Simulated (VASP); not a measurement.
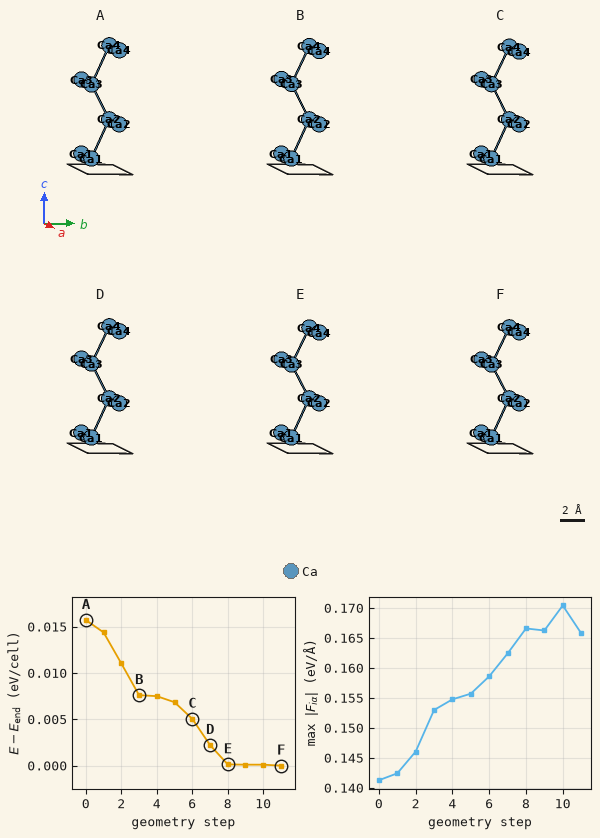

Frames of a relaxation of a slab of composition Ca, marked on the history of the run. Style: ball-and-stick. Shown: the 2 × 1 repeat of the cell, outlined in the plane, without the vacuum, slightly off an axis.

The run lets the atoms move in a fixed cell. 2 atoms are held fixed.

The calculation used Kohn-Sham DFT of a periodic cell, PBE with D3, VASP PAW PBE potentials, recommended in VASP 6.6.1.

The input:
```
SYSTEM = Ca
PREC = Accurate ; ENCUT = 520
EDIFF = 1E-6 ; ISMEAR = 0
SIGMA = 0.05 ; LREAL = .FALSE.
LASPH = .TRUE. ; NELM = 60
ALGO = Normal ; ISIF = 2
LWAVE = .FALSE. ; LCHARG = .FALSE.
LDIPOL = .TRUE. ; IDIPOL = 3
DIPOL = 0.5 0.5 0.500 ; GGA = PE
IVDW = 11 ; IBRION = 2
NSW = 40 ; EDIFFG = -0.005
```

Run as
```bash
cat potpaw_PBE.64/Ca_sv/POTCAR > POTCAR
mpirun -np 1 vasp_std > vasp.out
```

### What happens along the run?

The atom that moves furthest is Ca4 (0.26 Å along the normal (−c)). The lattice vectors keep their values. Some distances before and after: Ca3–Ca4 3.814 → 3.674 Å, Ca2–Ca3 3.814 → 3.747 Å. Among the angles between lasting bonds that change: Ca3–Ca4–Ca3 70.6° → 73.8°. The energy falls by 15.7 meV per cell of the calculation in 11 geometry steps. Largest force component: 0.14 eV/Å at the start, 0.17 eV/Å at the end. It ran on 1 thread of Intel(R) Xeon(R) Platinum 8259CL CPU @ 2.50GHz (Skylake/Cascade Lake) (shared host). From step 0 to 3: Ca4 moves most (0.07 Å), energy −8.1 meV per cell of the calculation. From step 3 to 6: Ca4 moves most (0.05 Å), energy −2.6 meV per cell of the calculation. From step 6 to 7: Ca4 moves most (0.05 Å), energy −2.8 meV per cell of the calculation. From step 7 to 8: Ca4 moves most (0.11 Å), energy −2.1 meV per cell of the calculation. From step 8 to 11: Ca4 moves most (0.02 Å), energy −0.1 meV per cell of the calculation.
